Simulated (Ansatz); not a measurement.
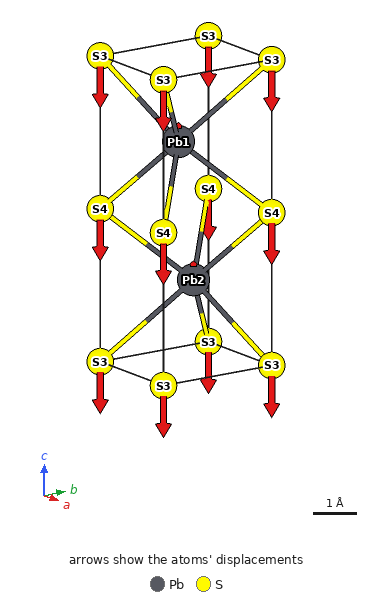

The lowest optical mode of a crystal of PbS (a generated structure), space group P6₃/mmc (No. 194), at the zone centre. The red arrows are the displacements of the atoms (eigenvector over the root of the mass), of arbitrary overall length and sign. Style: ball-and-stick. Shown: the cell of the calculation, slightly off an axis.

Computed with Ansatz 0.2.0, DFT PBE, scalar-relativistic, plane waves, PAW. Settings: plane-wave cutoff 420 eV; k-point mesh 12 × 12 × 6; occupations fixed; no spin polarisation.

Frequencies are those without the non-analytic (LO–TO) term.

### Is the structure stable against all modes at this point?

No. This is the A₂u mode at 69i cm⁻¹, the lowest optical level, infrared-active by symmetry. The S sublattice moves against the Pb sublattice, along c; the kinetic energy is shared as S 87 %, Pb 13 %. The frequency is imaginary, so the structure is unstable against this distortion. Freezing in the drawn pattern lowers the space group from P6₃/mmc to P6₃mc (No. 186).
